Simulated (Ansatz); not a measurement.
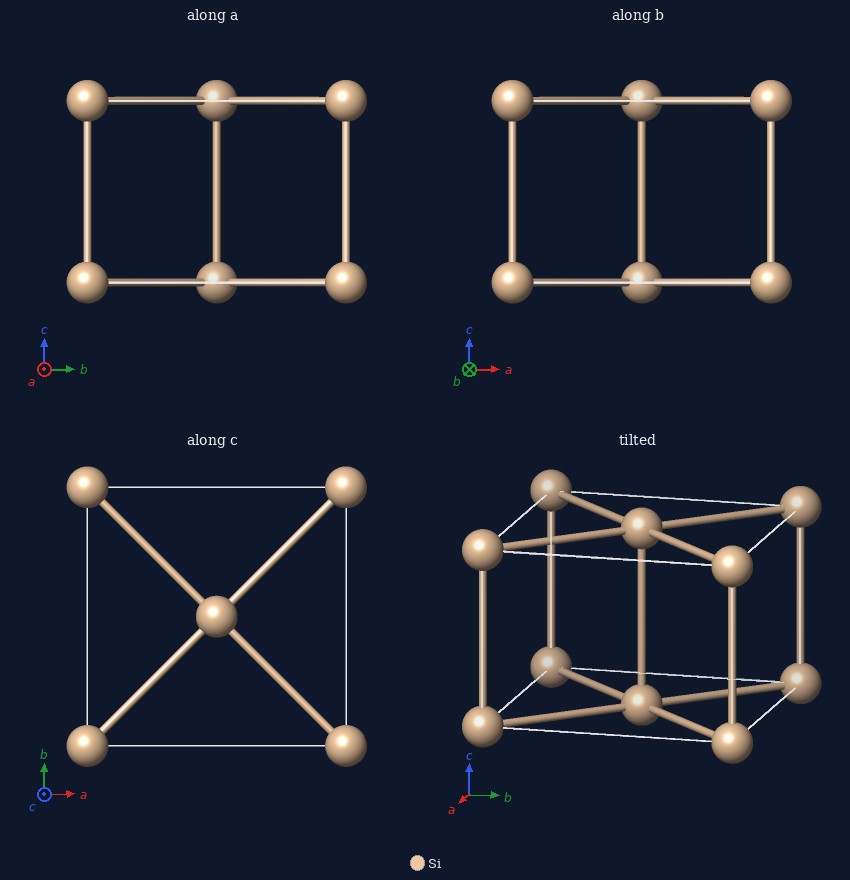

The crystal in a ball-and-stick representation, seen along the a axis, along the b axis, along the c axis and slightly off an axis. Thin lines show the unit cell, with boundary atoms drawn in all their periodic places.

Lattice parameters: a = 3.543 Å, b = 3.543 Å, c = 2.490 Å, α = 90.00°, β = 90.00°, γ = 90.00°. Put a along x and b in the xy plane.

Convert the drawing into a POSCAR file.

```
Si
1.0
     3.543    0.000    0.000
     0.000    3.543    0.000
     0.000    0.000    2.490
Si
2
Direct
  0.0000 0.0000 0.0000
  0.5000 0.5000 0.0003
```

Origin of the cell: a structure type filled with this element by a generator (whether the element takes this form wasn't checked). This is the structure after a relaxation with DFT PBE+D3(BJ), scalar-relativistic, plane waves, PAW in Ansatz 0.2.0.
